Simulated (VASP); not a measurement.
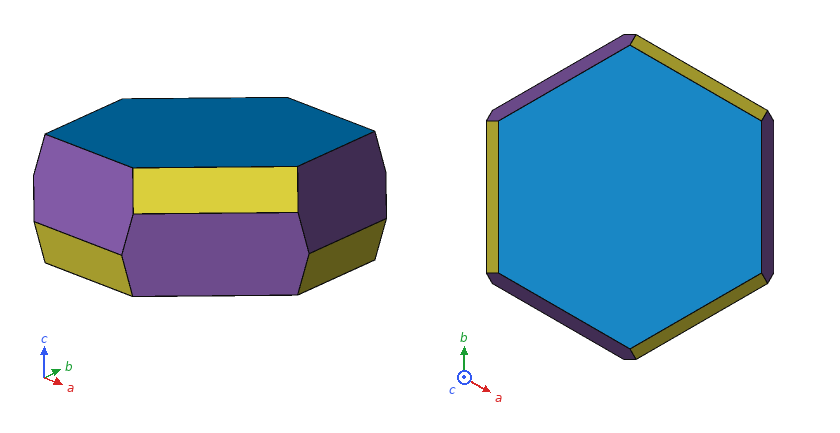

Two views of one computed crystal shape (BFDH rule; symmetry-equivalent faces share a colour; the right view looks down the c axis). A face and its opposite count as equivalent. Forms under 0.4 % of the area are left out.

### Which crystal system and Laue class does the shape show?

Trigonal, Laue class -3m. A BFDH shape is always centrosymmetric and shows few forms, so it can't tell the point group within that class, and the other Laue class of the same system could look alike. It was computed for WS2 in R3m, with forms {003}, {101} and {012}.

Source: an entry of the Crystallography Open Database, as set up for an electronic-structure calculation.
